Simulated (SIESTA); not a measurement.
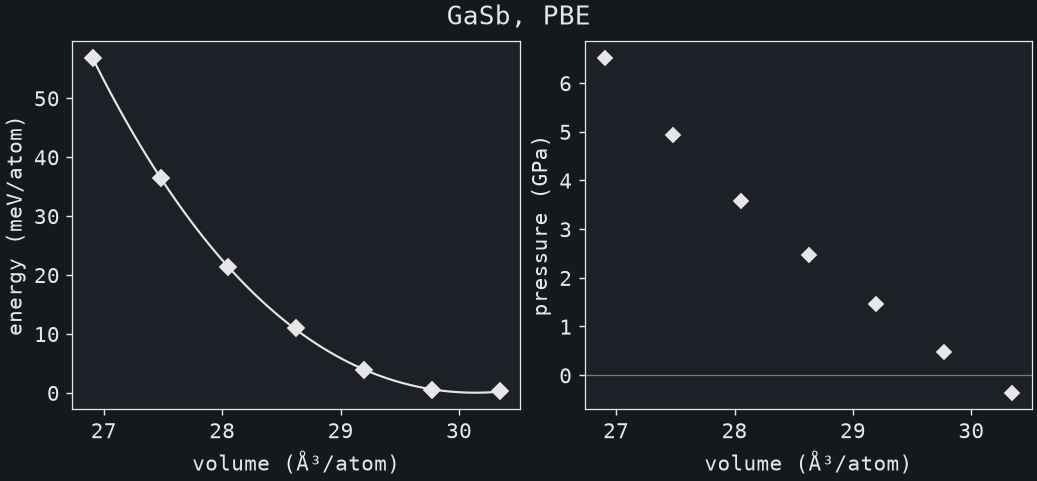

**Figure.** Energy and pressure against volume for GaSb, space group F-43m (No. 216).

A third-order Birch–Murnaghan fit gives V0 = 30.14 Å³/atom, B0 = 39.6 GPa and B′ = 6.5. The energy falls from 56.79 meV/atom at volume 26.91 Å³/atom to 0.24 meV/atom at 30.34 Å³/atom. The pressure falls from 6.51 GPa at volume 26.91 Å³/atom to −0.36 GPa at 30.34 Å³/atom, and changes sign near 30.10 Å³/atom.

How it was computed, with SIESTA 5.4.2: DFT in numerical atomic orbitals with pseudopotentials, no spin polarisation; energies at scaled volumes of the given cell, shape and fractions fixed, counted from the fit's minimum, third-order Birch-Murnaghan fit. Level: PBE.

k mesh 8×8×8; occupations Fermi–Dirac; smearing width 0.05 eV; potentials PseudoDojo 0.4 standard, converted to PSML, two zetas on semicore shells; program settings basis DZP, mesh cutoff 800 Ry.

Cell as given: a = 4.326 Å, b = 4.326 Å, c = 4.326 Å, α = 60.00°, β = 60.00°, γ = 60.00°; 2 atoms.

Note: mulliken charges of long orbitals.
